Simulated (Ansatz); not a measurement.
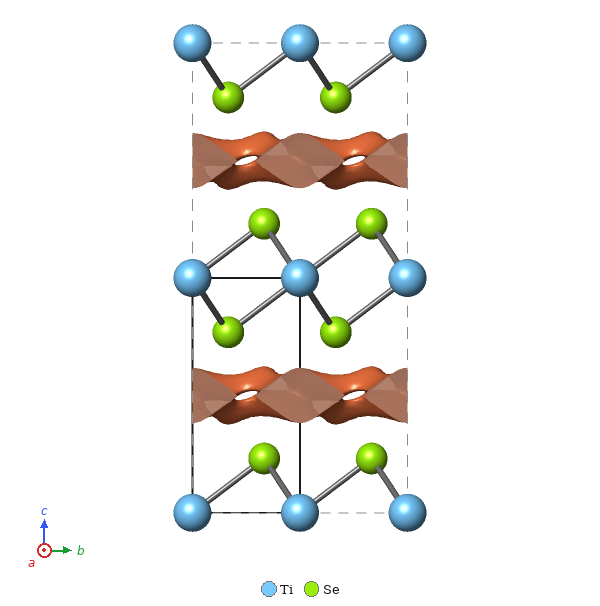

Crystal voids of TiSe2 (P-3m1): the orange surface encloses the regions where the procrystal electron density, the sum of the densities of spherically averaged neutral Hartree-Fock atoms, is below 0.005 e/bohr³ (2×2×2 cells, view along the a axis). No self-consistent density enters. Pale faces close the region where the drawn box cuts it. The usual level for crystal voids is 0.002 e/bohr³; this crystal has almost no region below it, so a higher level is used, which marks the interstitial space of lowest density.

Origin of the cell: the geometry relaxed with DFT PBE, scalar-relativistic, plane waves, PAW (Ansatz).

```
CELL_PARAMETERS angstrom
3.54119 0.00000 0.00000
-1.77060 3.06676 0.00000
0.00000 0.00000 6.69564
ATOMIC_POSITIONS crystal
Ti 0.00000 0.00000 0.00000
Se 0.33333 0.66667 0.23116
Se 0.66667 0.33333 0.76884
```

> What share of the cell is void by this measure?

The voids take about 9.8 % of the cell (7.1 Å³ of 72.7 Å³) and are bounded by about 26 Å² of surface per cell.

> Are the voids connected in the whole crystal?

Where they connect, they form a two-dimensional network in layers parallel to (001).

> How low does the density fall, and where?

To about 0.0022 e/bohr³ near 0.00, 0.00, 0.50 (fractional), 2.7 Å from the nearest nucleus.

> At what density do the voids first join through the crystal?

At about 0.0039 e/bohr³, as a two-dimensional network in layers parallel to (001).
